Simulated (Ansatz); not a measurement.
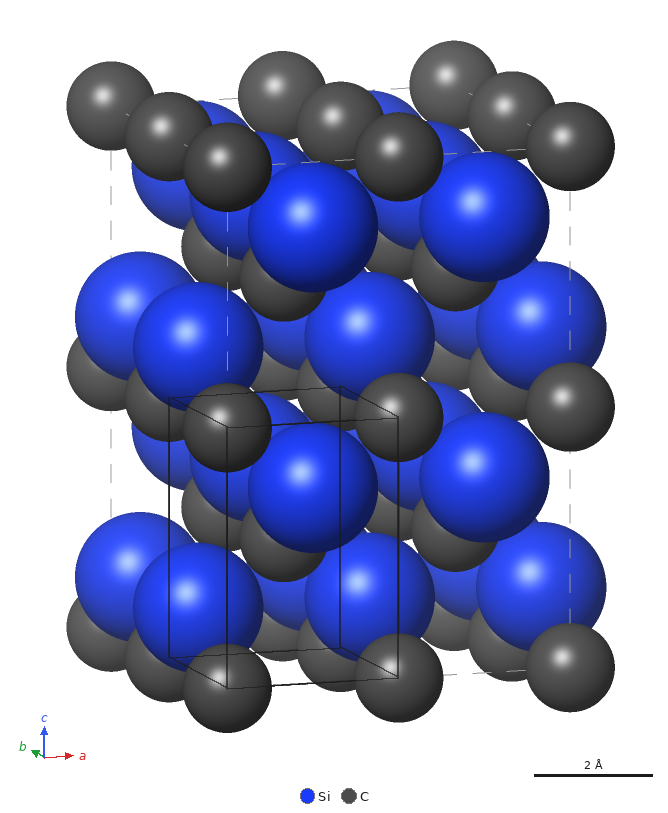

The crystal in a space-filling representation, seen slightly off an axis. Solid lines give the conventional unit cell, repeated here 2×2×2 times.

SiC, space group I-4m2 (No. 119), a = 3.08 Å, b = 3.08 Å, c = 4.51 Å, α = 90.00°, β = 90.00°, γ = 90.00°.

Run with G0W0 on PBE, plane waves, PAW (Ansatz) and these settings: plane waves up to 420 eV, k-points about 0.41 Å⁻¹ apart, no spin polarisation.

> Does it come out as a metal, or with a gap?

A semiconductor at this level, with a gap of 1.21 eV, indirect; the smallest direct gap is 4.48 eV.

Starting structure: a structure listed in the Materials Project. Earlier steps of the study may have refined or changed the cell and positions. A calculation with Ansatz used it as input.
